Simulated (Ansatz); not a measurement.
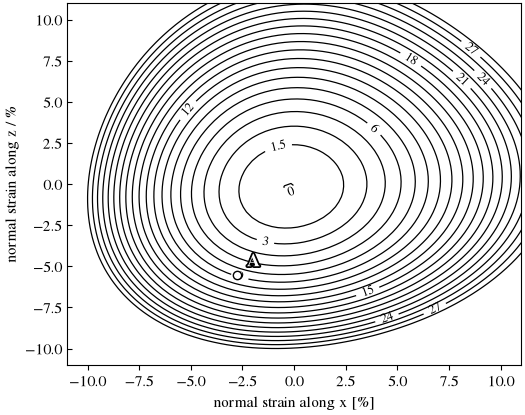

K (Pm-3m, No. 221; 1 atom in the cell). The energy is mapped over two homogeneous strains (x, y and z along the cube axes). First axis: normal strain along x. Second axis: normal strain along z. Nothing is relaxed (symmetry fixes all fractional coordinates). The scan uses a 9 × 9 grid; 45 points were computed and 36 follow by symmetry. Points are written as (first, second). All energies are given in meV/atom relative to the lowest grid point. Level of theory: DFT r2SCAN, scalar-relativistic, plane waves, PAW in Ansatz 0.2.0. Settings: cutoff 500 eV, k-mesh 10×10×10, gaussian smearing 0.15 eV, no spin polarisation.

The picture shows contour lines labelled in meV/atom (none above 28.5), the point A. Between grid points the surface is interpolated.

Is A at rest? If not, where is it pushed?

A, at (−2.75 %, −5.50 %), is not a stationary point. The computed force is 1.1 meV/atom for each 1 % towards larger values of normal strain along x and 2.9 meV/atom for each 1 % towards larger values of normal strain along z.
